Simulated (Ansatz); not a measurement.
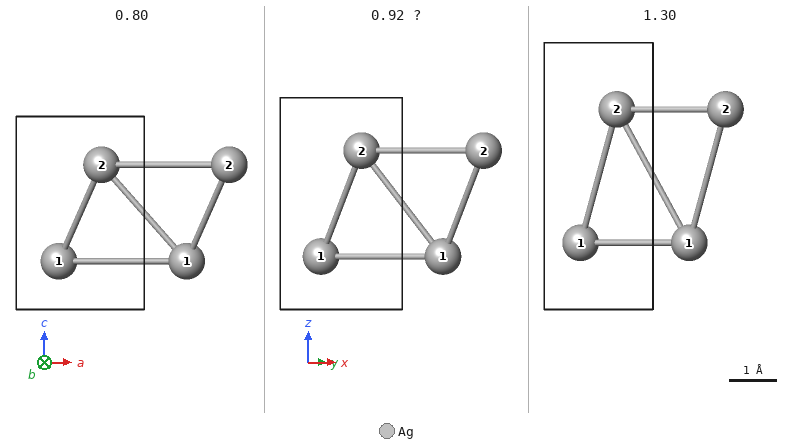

Crystalline Ag (P6_3/mmc): the ratio of the cell's length along z to its lengths across, counted as 1 for the reference, is changed at fixed volume (a c/a path), with the atoms kept at their fractional coordinates. x, y and z are the Cartesian axes of the input. Style: ball-and-stick. Shown: the cell of the calculation, repeated 2 × 2 × 1 with one cell outlined, along the b axis.

Level of theory: DFT r2SCAN, scalar-relativistic, plane waves, PAW (Ansatz 0.2.0). (plane-wave cutoff 500 eV; k-point mesh 24 × 24 × 12; occupations gaussian; smearing width 0.15 eV; no spin polarisation). Energies (free energies at the smearing named) are counted from the cell as listed in its source, which wasn't relaxed.

| axial ratio over its reference value | ΔE (meV/atom) |
| --- | --- |
| 0.80 | 126.2 |
| 0.85 | 72.2 |
| 0.92 | ? |
| 0.96 | 6.5 |
| 1.00 | 0.0 |
| 1.05 | 6.0 |
| 1.10 | 27.0 |
| 1.20 | 107.3 |
| 1.30 | 235.8 |

### One row is withheld. What is its energy?

A straight line between the two neighbours gives 30.4 meV/atom. A cubic through the four nearest rows (0.80, 0.85, 0.96, 1.00) gives, with Lagrange weights, (−0.1400)(126.2) + (0.4655)(72.2) + (0.9545)(6.5) + (−0.2800)(0.0) = 22.1 meV/atom. The calculation gives 22.3 meV/atom, so the cubic is 0.2 meV/atom too low and the straight line 8.1 meV/atom too high, as the curve bends upwards here.

The whole profile:

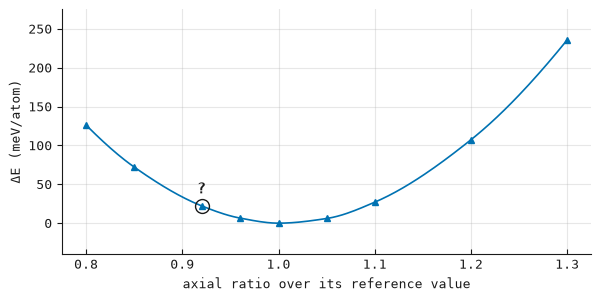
